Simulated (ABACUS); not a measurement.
## Band-structure run, with input and output: Ti (part 2 of 2)

The same run, continued: Ti (Im-3m, 1 atom in the cell); Kohn-Sham DFT of a periodic cell, TPSS, SG15 ONCV 1.2 PBE, no spin polarisation (ABACUS 3.10.1); cutoff 1319.75 eV, 7×7×7 k-mesh, fermi-dirac of 0.05 eV. The structure derives from an entry of the Crystallography Open Database.

Geometry of the input (Å; fractional positions):
```
-1.6410  1.6410  1.6410
1.6410  -1.6410  1.6410
1.6410  1.6410  -1.6410
Ti 0.0000  0.0000  0.0000
```

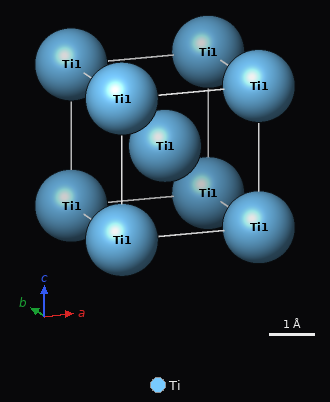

*The input geometry (spheres-only view of the cell 2 times as large as that of the calculation, set on its symmetry axes, seen slightly off an axis; atoms are numbered from 1 in the order of the input).*

What the program printed, continued:
```
----------------------------------------------------------
 E_KohnSham     -115.3301488837      -1569.1471760072
 E_Harris       -114.2679934928      -1554.6958105284
 E_Fermi        0.9352490203         12.7247157244
----------------------------------------------------------

 PW ALGORITHM --------------- ION=   1  ELEC=   3--------------------------------

 Density error is 0.000522024472437
                          Error Threshold = 0.000153093470266
----------------------------------------------------------
     Energy           Rydberg                 eV
----------------------------------------------------------
 E_KohnSham     -115.3359754151      -1569.2264500326
 E_Harris       -115.3983999412      -1570.0757792837
 E_Fermi        0.9590455933         13.0484847110
----------------------------------------------------------

 PW ALGORITHM --------------- ION=   1  ELEC=   4--------------------------------

 Density error is 8.42017841397e-05
                          Error Threshold = 4.35020393698e-06
----------------------------------------------------------
     Energy           Rydberg                 eV
----------------------------------------------------------
 E_KohnSham     -115.3371481545      -1569.2424059719
 E_Harris       -115.3092326844      -1568.8625965163
 E_Fermi        0.9583287280         13.0387312581
----------------------------------------------------------

 PW ALGORITHM --------------- ION=   1  ELEC=   5--------------------------------

 Density error is 5.32787863801e-06
                          Error Threshold = 7.01681534498e-07
----------------------------------------------------------
     Energy           Rydberg                 eV
----------------------------------------------------------
 E_KohnSham     -115.3372028465      -1569.2431500939
 E_Harris       -115.3304380245      -1569.1511099693
 E_Fermi        0.9580794027         13.0353390125
----------------------------------------------------------

 PW ALGORITHM --------------- ION=   1  ELEC=   6--------------------------------

 Density error is 3.64330518108e-07
                          Error Threshold = 4.43989886501e-08
----------------------------------------------------------
     Energy           Rydberg                 eV
----------------------------------------------------------
 E_KohnSham     -115.3372056662      -1569.2431884580
 E_Harris       -115.3356650128      -1569.2222267934
 E_Fermi        0.9580886925         13.0354654080
----------------------------------------------------------

 PW ALGORITHM --------------- ION=   1  ELEC=   7--------------------------------

 Density error is 1.12341694704e-09
                          Error Threshold = 3.0360876509e-09
----------------------------------------------------------
     Energy           Rydberg                 eV
----------------------------------------------------------
 E_KohnSham     -115.3372057732      -1569.2431899137
 E_KS(sigma->0) -115.3366579745      -1569.2357367309
 E_Harris       -115.3373128758      -1569.2446471196
 E_band         -11.9857746027       -163.0748295410
 E_one_elec     -39.9624958310       -543.7176496024
 E_Hartree      23.3554036689        317.7665689866
 E_xc           -14.2332488001       -193.6532847330
 E_Ewald        -84.4957692137       -1149.6239181993
 E_entropy(-TS) -0.0010955973        -0.0149063656
 E_descf        0.0000000000         0.0000000000
 E_exx          0.0000000000         0.0000000000
 E_Fermi        0.9580949483         13.0355505215
----------------------------------------------------------

 charge density convergence is achieved
 final etot is -1569.2431899 eV
 EFERMI = 13.035550521 eV

 STATE ENERGY(eV) AND OCCUPATIONS    NSPIN == 1
 1/5 kpoint (Cartesian) = 0.0000 0.0000 0.0000 (1961 pws)
       1       -44.2930     0.00583090
       2       -19.9284     0.00583090
       3       -19.9284     0.00583090
       4       -19.9284     0.00583090
       5        7.07910     0.00583090
       6        14.0301    1.33941e-11
       7        14.0301    1.33941e-11
       8        14.0301    1.33941e-11
       9        15.7900    6.93604e-27
      10        15.7900    6.93604e-27
      11        30.2987        0.00000
      12        30.2987        0.00000
      13        30.2987        0.00000
      14        36.0428        0.00000
      15        36.0428        0.00000
      16        39.4758        0.00000

 2/5 kpoint (Cartesian) = 0.043527 -0.043527 0.0000 (1936 pws)
       1       -44.2707      0.0699708
       2       -20.0494      0.0699708
       3       -19.9661      0.0699708
       4       -19.9290      0.0699708
       5        7.74258      0.0699708
       6        13.7369    5.66434e-08
       7        13.8911    2.59256e-09
       8        14.5200    8.93739e-15
       9        15.5289    1.54036e-23
      10        15.8142    5.12200e-26
      11        29.0818        0.00000
      12        29.9634        0.00000
      13        30.8667        0.00000
      14        34.8679        0.00000
      15        35.7862        0.00000
      16        35.8803        0.00000

 3/5 kpoint (Cartesian) = 0.087055 -0.087055 0.0000 (1930 pws)
       1       -44.2203      0.0699708
       2       -20.3144      0.0699708
       3       -20.0500      0.0699708
       4       -19.9305      0.0699708
       5        9.36891      0.0699708
       6        13.1410     0.00757594
       7        13.3660    9.42572e-05
       8        15.5548    9.17404e-24
       9        15.7853    9.12978e-26
      10        15.9309    4.96973e-27
      11        25.6399        0.00000
      12        28.0786        0.00000
      13        31.9259        0.00000
      14        32.1265        0.00000
      15        34.8264        0.00000
      16        36.5188        0.00000

 4/5 kpoint (Cartesian) = 0.13058 -0.13058 0.0000 (1922 pws)
       1       -44.1795      0.0699708
       2       -20.5207      0.0699708
       3       -20.1164      0.0699708
       4       -19.9318      0.0699708
       5        10.5041      0.0699708
       6        12.7129      0.0698607
       7        13.7467    4.65337e-08
       8        15.7643    1.39057e-25
       9        16.0967    1.80351e-28
      10        17.0672    6.71242e-37
      11        22.2784    3.65376e-82
      12        26.4968        0.00000
      13        29.5938        0.00000
      14        32.5648        0.00000
      15        35.0396        0.00000
      16        37.7914        0.00000

 5/5 kpoint (Cartesian) = 0.043527 0.043527 -0.087055 (1941 pws)
       1       -44.2343       0.139942
       2       -20.2298       0.139942
       3       -20.0126       0.139942
       4       -19.9568       0.139942
       5        8.92411       0.139942
       6        13.3514    0.000252176
       7        13.3901    0.000116339
       8        15.3169    2.13784e-21
       9        15.4957    5.98413e-23
      10        16.0012    2.43500e-27
      11        27.4301        0.00000
      12        27.9661        0.00000
      13        31.6110        0.00000
      14        31.8472        0.00000
      15        35.1710        0.00000
      16        37.4242        0.00000

------------------------------------------------------------------------------------------
 TOTAL-FORCE (eV/Angstrom)
------------------------------------------------------------------------------------------
                       Ti1         0.0000000000         0.0000000000         0.0000000000
------------------------------------------------------------------------------------------

----------------------------------------------------------------
 TOTAL-STRESS (KBAR)
----------------------------------------------------------------
       -36.2011202777         0.0000000000         0.0000000000
         0.0000000000       -36.2011202777        -0.0000000000
        -0.0000000000        -0.0000000000       -36.2011202777
----------------------------------------------------------------
 TOTAL-PRESSURE: -36.201120 KBAR

 --------------------------------------------
 !FINAL_ETOT_IS -1569.2431899136743141 eV
 --------------------------------------------
```

Standard output:
```
ABACUS v3.10.1

               Atomic-orbital Based Ab-initio Computation at UStc

 dft_functional readin is: MGGA_X_TPSS+MGGA_C_TPSS
 dft_functional in pseudopot file is: PBE
 Please make sure this is what you need

%%%%%%%%%%%%%%%%%%%%%%%%%%%%%%%%%%%%%%%%%%%%%%%%%%%%%%%%%%%%%%%%%%%%%%%%%%%%%%%%%%%%%%%%%%%%%%%%%%%%%%%%%
 Warning: the number of valence electrons in pseudopotential > 4 for Ti: [Ar] 3d2 4s2
 Pseudopotentials with additional electrons can yield (more) accurate outcomes, but may be less efficient.
 If you're confident that your chosen pseudopotential is appropriate, you can safely ignore this warning.
%%%%%%%%%%%%%%%%%%%%%%%%%%%%%%%%%%%%%%%%%%%%%%%%%%%%%%%%%%%%%%%%%%%%%%%%%%%%%%%%%%%%%%%%%%%%%%%%%%%%%%%%%

 UNIFORM GRID DIM        : 36 * 36 * 36
 UNIFORM GRID DIM(BIG)   : 36 * 36 * 36
func,idMGGA_X_TPSS 202
func,idMGGA_C_TPSS 231
 ---------------------------------------------------------
 Self-consistent calculations for electrons
 ---------------------------------------------------------
 SPIN    KPOINTS         PROCESSORS  THREADS
 1       20              4           4
 ---------------------------------------------------------
 Use plane wave basis
 ---------------------------------------------------------
 ELEMENT NATOM       XC
 Ti      1
 ---------------------------------------------------------
 Initial plane wave basis and FFT box
 ---------------------------------------------------------
 -------------------------------------------
 SELF-CONSISTENT :
 -------------------------------------------
 START CHARGE      : atomic
 ITER       ETOT/eV          EDIFF/eV         DRHO         DKIN     TIME/s
 DA1     -1.56857832e+03   0.00000000e+00   1.0034e-01   5.1111e-01   3.72
 DA2     -1.56914718e+03  -5.68851410e-01   1.8371e-02   2.4222e-01   1.33
 DA3     -1.56922645e+03  -7.92740254e-02   5.2202e-04   1.6880e-01   1.15
 DA4     -1.56924241e+03  -1.59559393e-02   8.4202e-05   3.5418e-02   1.45
 DA5     -1.56924315e+03  -7.44122034e-04   5.3279e-06   7.9668e-03   1.39
 DA6     -1.56924319e+03  -3.83640932e-05   3.6433e-07   1.8992e-04   1.22
 DA7     -1.56924319e+03  -1.45568660e-06   1.1234e-09   1.5563e-04   1.38
----------------------------------------------------------------
 TOTAL-STRESS (KBAR)
----------------------------------------------------------------
       -36.2011202777         0.0000000000         0.0000000000
         0.0000000000       -36.2011202777        -0.0000000000
        -0.0000000000        -0.0000000000       -36.2011202777
----------------------------------------------------------------
 TOTAL-PRESSURE: -36.201120 KBAR
```

Summary:

| quantity | value |
| --- | --- |
| outcome | converged |
| space group (tolerance 0.01 Å) | Im-3m (229) |
| electrons treated | 12 |
| free energy | −1569.2432 eV |
| Fermi energy of the self-consistent step | 13.036 eV |
| gap on the k-point mesh | none (metallic) |
| pressure | −3.62 GPa |
| largest force (length of the vector) | under 0.001 eV/Å |
| hardware | 4 threads of Intel Xeon @ 3.00GHz (Skylake/Cascade Lake), 12 GiB of memory available, shared host |
| wall time | 13 s (CPU time 50 s) |
| peak memory | 0.28 GiB |
